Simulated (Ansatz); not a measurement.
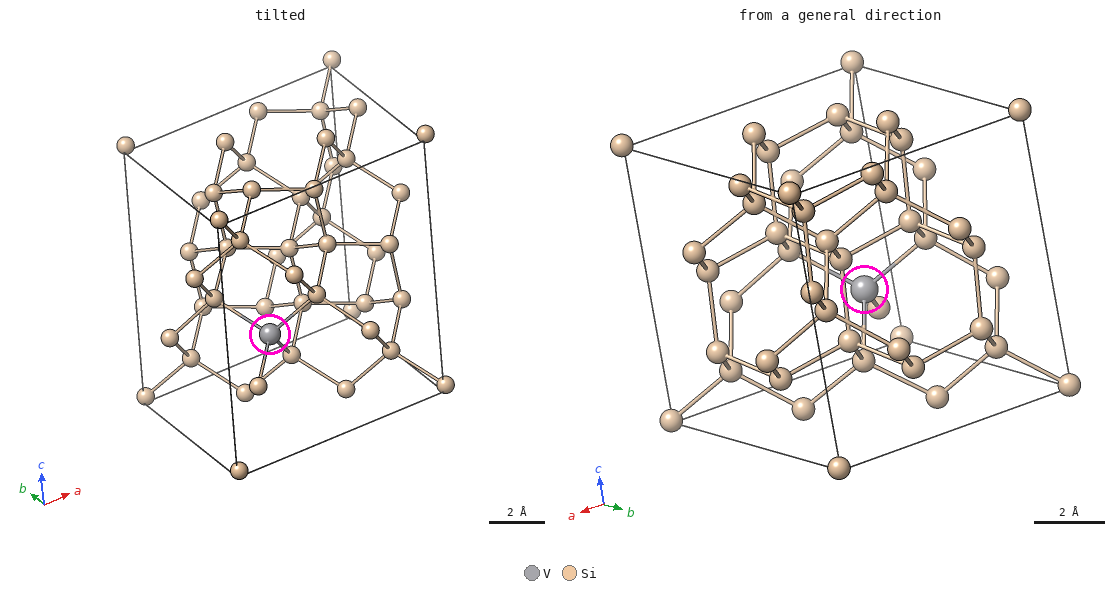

A ball-and-stick picture of a crystal structure, seen slightly off an axis and from a general direction. The wireframe shows the supercell. The host is Si, in a cell of 36 sites, and the cell carries a charge of +1. A ring marks the defect's site.

> What kind of defect was put in?

Vanadium on a silicon site (a substitutional impurity). It is bonded to four Si in a tetrahedral arrangement at about 2.4 Å.

Method used: DFT PBE, scalar-relativistic, plane waves, PAW (Ansatz). It ran with a 420 eV plane-wave basis, 2×2×2 k-mesh, Gaussian smearing of 0.02 eV, collinear spins.

> Does the defective cell carry a moment?

No net moment.

The atoms were relaxed in the host's cell with DFT PBE, scalar-relativistic, plane waves, PAW in Ansatz 0.2.0.
